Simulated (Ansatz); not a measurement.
**Single-point calculation of Pt (part 2 of 2)**

Pt (slab, 12 atoms in the cell); DFT PBE, scalar-relativistic, plane waves, PAW, PAW set soft_1, no spin polarisation (Ansatz 0.2.0); cutoff 420 eV, 5×5×1 k-mesh, Gaussian smearing of 0.1 eV. The structure derives from an entry of the Crystallography Open Database.

Geometry of the input (Å; fractional positions):
```
5.6143  0.0000  0.0000
0.0000  5.6143  0.0000
0.0000  0.0000  19.3514
Pt 0.2500  0.2500  0.2067
Pt 0.2500  0.7500  0.2067
Pt 0.7500  0.2500  0.2067
Pt 0.7500  0.7500  0.2067
Pt 0.0000  0.0000  0.3063
Pt 0.0000  0.5000  0.3063
Pt 0.5000  0.0000  0.3063
Pt 0.5000  0.5000  0.3063
Pt 0.2500  0.2500  0.4057
Pt 0.2500  0.7500  0.4057
Pt 0.7500  0.2500  0.4057
Pt 0.7500  0.7500  0.4057
```

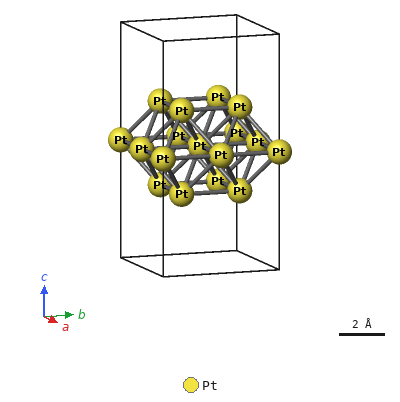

Fig. 1: The structure as given in the input (ball-and-stick view of the cell of the calculation, with the vacuum cut short, seen slightly off an axis).

**Output, continued**
```
  k-point 0: bands = ["-95.6793", "-95.6697", "-95.6697", "-95.6606", "-95.0094", "-95.0076", "-95.0003", "-95.0003", "-94.9985", "-94.9985", "-94.9911", "-94.9893", "-49.9359", "-49.9216", "-49.9216", "-49.9206", "-49.9206", "-49.8957", "-49.8957", "-49.8689", "-49.6897", "-49.6897", "-49.6639", "-49.6639", "-49.3457", "-49.3457", "-49.3240", "-49.3240", "-49.3113", "-49.3113", "-49.3054", "-49.3054", "-49.1280", "-49.1280", "-49.1193", "-49.1193", "-49.1113", "-49.1113", "-49.1094", "-49.1094", "-49.0162", "-48.9938", "-48.9938", "-48.9854", "-48.9761", "-48.9735", "-48.9735", "-48.9732", "-5.9632", "-3.5716", "-3.5716", "-3.4476", "-3.3311", "-3.3311", "-3.3172", "-3.3078", "-3.0345", "-2.8814", "-2.7480", "-2.7480", "-1.8988", "-1.8988", "-1.7894", "-1.7132", "-0.9552", "-0.9552", "-0.7876", "-0.7086", "-0.7086", "-0.5404", "-0.5404", "-0.3511", "-0.3511", "-0.3438", "-0.3438", "-0.2545", "-0.2545", "-0.2184", "-0.2184", "-0.1883", "-0.1883", "0.7084", "1.0037", "1.0037", "1.2576", "1.2803", "1.2803", "1.5754", "1.6217", "1.6217", "1.7225", "1.9532", "1.9532", "2.1807", "2.1807", "2.3087", "2.4954", "2.4954", "2.5379", "2.6181", "2.6181", "2.7320", "2.7423", "2.9420", "2.9420", "2.9911", "3.0490", "3.0490", "3.2481", "3.6867", "3.6867", "3.7500", "3.7532", "4.6335", "4.6335", "4.6568", "4.6568", "5.0234", "6.5271", "6.5271", "6.8910", "6.8910", "7.2880", "7.2880", "8.3204", "8.8376", "9.6011", "10.2821", "10.2821", "10.4859"]
  k-point 1: bands = ["-95.6784", "-95.6706", "-95.6689", "-95.6615", "-95.0086", "-95.0067", "-95.0012", "-94.9994", "-94.9994", "-94.9977", "-94.9920", "-94.9902", "-49.9337", "-49.9220", "-49.9178", "-49.9167", "-49.8993", "-49.8976", "-49.8746", "-49.8741", "-49.7127", "-49.6875", "-49.6873", "-49.6664", "-49.3407", "-49.3245", "-49.3226", "-49.3124", "-49.3085", "-49.3038", "-49.2953", "-49.2876", "-49.1469", "-49.1414", "-49.1315", "-49.1293", "-49.1263", "-49.1184", "-49.1126", "-49.1106", "-49.0112", "-48.9928", "-48.9918", "-48.9859", "-48.9769", "-48.9764", "-48.9746", "-48.9735", "-5.7231", "-3.7283", "-3.3309", "-3.2658", "-3.2525", "-3.1768", "-3.1533", "-3.1491", "-2.8624", "-2.7702", "-2.7198", "-2.6187", "-2.1379", "-1.6730", "-1.6190", "-1.6118", "-1.1053", "-1.0472", "-1.0227", "-0.9757", "-0.7380", "-0.6697", "-0.6374", "-0.4198", "-0.3378", "-0.2949", "-0.2305", "-0.2044", "-0.1963", "-0.1916", "-0.1591", "-0.1394", "0.3110", "0.5614", "0.8452", "0.9888", "1.0404", "1.1277", "1.1320", "1.4038", "1.5563", "1.6552", "1.8368", "1.8477", "1.9030", "1.9480", "2.0185", "2.0373", "2.0905", "2.1385", "2.3028", "2.4695", "2.5784", "2.6508", "2.7612", "2.7785", "2.7873", "2.8640", "2.8654", "2.9044", "3.0396", "3.0678", "3.1408", "3.3035", "3.4810", "4.7568", "4.7789", "5.0115", "5.8171", "6.1404", "6.2506", "6.3206", "7.0175", "7.0375", "7.5942", "8.1640", "8.5059", "8.6928", "9.0673", "9.5599", "9.7746", "10.6816"]
  k-point 2: bands = ["-95.6760", "-95.6730", "-95.6666", "-95.6637", "-95.0063", "-95.0045", "-95.0035", "-95.0017", "-94.9971", "-94.9954", "-94.9943", "-94.9925", "-49.9288", "-49.9241", "-49.9108", "-49.9038", "-49.9030", "-49.8876", "-49.8428", "-49.8184", "-49.7717", "-49.7472", "-49.6808", "-49.6729", "-49.3293", "-49.3195", "-49.3169", "-49.3152", "-49.2686", "-49.2516", "-49.2508", "-49.2402", "-49.1990", "-49.1947", "-49.1849", "-49.1798", "-49.1219", "-49.1166", "-49.1161", "-49.1132", "-48.9995", "-48.9904", "-48.9875", "-48.9868", "-48.9863", "-48.9806", "-48.9746", "-48.9739", "-5.0783", "-4.2808", "-3.0771", "-3.0154", "-2.8710", "-2.8710", "-2.7739", "-2.7109", "-2.7083", "-2.5539", "-2.5392", "-2.2517", "-2.2374", "-2.0574", "-1.7103", "-1.4855", "-1.2769", "-1.1886", "-1.1390", "-1.1029", "-0.6356", "-0.5046", "-0.4937", "-0.4822", "-0.3677", "-0.1495", "-0.1400", "-0.1178", "-0.1069", "-0.0569", "0.1078", "0.3287", "0.4541", "0.5112", "0.5112", "0.5567", "0.5948", "0.6109", "0.7447", "1.2304", "1.3026", "1.3123", "1.3565", "1.3609", "1.4733", "1.5234", "1.6722", "1.7594", "1.8527", "1.8659", "1.9406", "2.0149", "2.0269", "2.2808", "2.3361", "2.4196", "2.5617", "2.5842", "2.7340", "2.8083", "3.0239", "3.0447", "3.1644", "3.2126", "4.2541", "5.1910", "5.2767", "5.5464", "5.7383", "5.9717", "6.3766", "7.1645", "7.3480", "7.8361", "8.0560", "8.4445", "8.4954", "8.9956", "9.0499", "9.7458", "9.8062", "10.0407"]
  k-point 5: bands = ["-95.6728", "-95.6698", "-95.6698", "-95.6670", "-95.0031", "-95.0013", "-95.0003", "-95.0003", "-94.9985", "-94.9985", "-94.9975", "-94.9957", "-49.9187", "-49.9109", "-49.9109", "-49.8994", "-49.8334", "-49.8334", "-49.8267", "-49.8247", "-49.7639", "-49.7610", "-49.7548", "-49.7548", "-49.2581", "-49.2581", "-49.2567", "-49.2557", "-49.2514", "-49.2514", "-49.2447", "-49.2419", "-49.1984", "-49.1962", "-49.1878", "-49.1878", "-49.1861", "-49.1848", "-49.1848", "-49.1844", "-48.9900", "-48.9871", "-48.9871", "-48.9869", "-48.9841", "-48.9819", "-48.9819", "-48.9783", "-4.2052", "-3.4622", "-3.4622", "-2.9391", "-2.4082", "-2.4082", "-2.2266", "-2.1838", "-2.1310", "-2.1066", "-2.0477", "-1.9498", "-1.8063", "-1.8063", "-1.6297", "-1.5832", "-1.5832", "-1.5421", "-1.5421", "-0.9716", "-0.8273", "-0.7415", "-0.5759", "-0.5759", "-0.4404", "-0.4404", "-0.4273", "-0.4264", "-0.0375", "0.1046", "0.3335", "0.3335", "0.3535", "0.3535", "0.6221", "0.6221", "0.6550", "0.7456", "0.9095", "0.9231", "0.9301", "0.9301", "0.9716", "1.1122", "1.1822", "1.1822", "1.3190", "1.3770", "1.3770", "1.3954", "1.4245", "1.6670", "1.6716", "1.8448", "1.9846", "1.9846", "2.0752", "2.2622", "2.2622", "2.4868", "2.8933", "2.8933", "2.9251", "2.9419", "3.0651", "3.6784", "3.6784", "4.5340", "5.5091", "6.4202", "6.4202", "7.2639", "8.3475", "9.4402", "9.4402", "9.7593", "10.1605", "10.1605", "10.4036", "10.6567", "10.8616", "10.8616"]
```

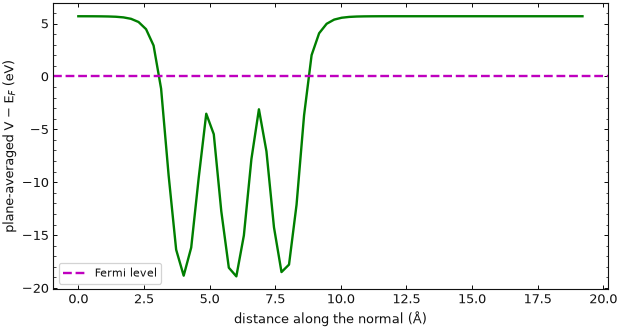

Fig. 2: Plane average of the electrostatic potential energy of an electron across the cell, from the Fermi level. The vacuum level lies 5.69 eV above the Fermi level.

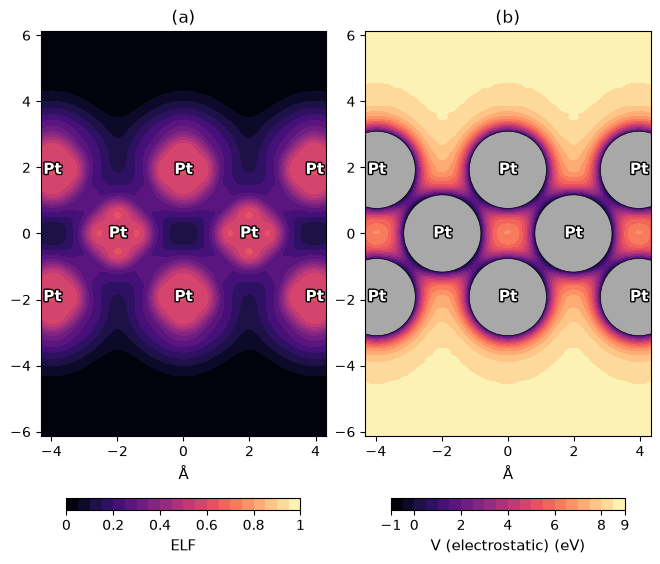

Fig. 3: (a) ELF; (b) electrostatic potential energy of an electron on the (110) plane of the calculation cell, a cut from vacuum to vacuum. Grey discs, where drawn, cover atomic cores. Pt–Pt (2.77 Å): the ELF is about 0.30 at the midpoint; no localised pair between them. The strong features right at Pt lie inside the PAW spheres (semicore, d or f shells) and say nothing about bonding. The fields are those of the smooth PAW valence density.

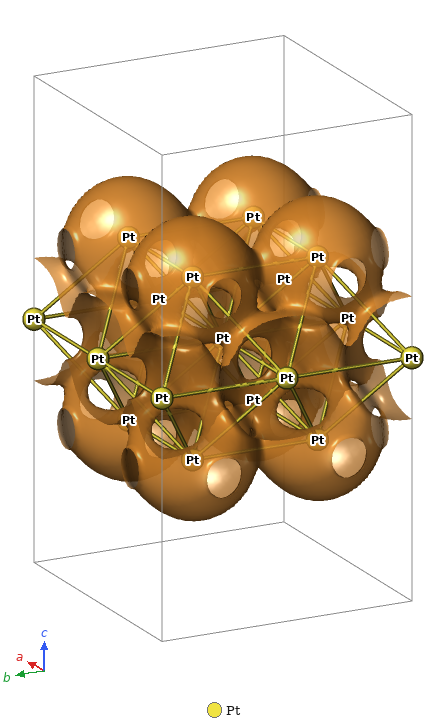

Fig. 4: Isosurface of the valence pseudo-density at 0.3 e/Å³ (orange), seen at an oblique angle. Sticks mark near contacts. At this value the density is joined into sheets; it holds about 90 % of the electrons treated as valence (semicore included). On the grid the lowest density along these lines, outside the cores, is 0.38 e/Å³ (Pt–Pt, 2.77 Å) and 0.35 e/Å³ (Pt–Pt, 2.81 Å).

**Summary**

```csv
quantity,value
outcome,converged
electrons treated,216
free energy,−150289.2410 eV
"work function, top face",5.69 eV
"work function, bottom face",5.69 eV
Fermi energy,2.906 eV
gap on the k-point mesh,none (metallic)
work function (upper face),5.69 eV
largest force (length of the vector),0.018 eV/Å
wall time,14 s (CPU time 53 s)
peak memory,1.8 GiB
```

**Remarks**

The program warns: the exchange-correlation potential is rough where the density is thin. Spin–orbit coupling is left out, which matters for Pt.
